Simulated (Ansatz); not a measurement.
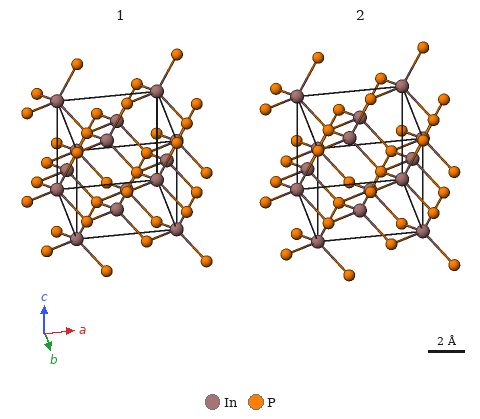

Two geometries of a crystal of InP (built on the zincblende type), drawn at one scale. One is the start of a relaxation, the other its converged end. The picture is a ball-and-stick view of the conventional cell (4 times the calculation's cell), seen from a free direction. Lengths and directions refer to the drawn axes.

Computed with DFT, PBE, plane waves, PAW in Ansatz. Settings: plane-wave cutoff 420 eV; k-point mesh 8 × 8 × 8; occupations fermi dirac; smearing width 0.02 eV; no spin polarisation; cell and atoms relaxed; force threshold 0.005 eV/Å.

### Which of the two is the end point?

Structure 2 is the relaxed one. The atoms keep their places relative to the cell (all moves are under 0.005 Å). Cell: a = b = c 5.665 → 5.958 Å (+5.2 %). Volume +16.3 %. Among the contacts that change: In–P 2.453 → 2.580 Å. The space group stays F-43m (No. 216). The energy falls by 130 meV per atom in 3 accepted moves (4 points after the start). All forces vanish by symmetry, so only the cell relaxes. Pressure: 12.85 GPa at the start and 0.02 GPa at the end. The SCF was repeated once at an unchanged geometry on a basis and grid sized afresh for the cell, which shifted the energy by 1.2 meV per atom at most. The run took roughly 14 core-seconds on a shared host.
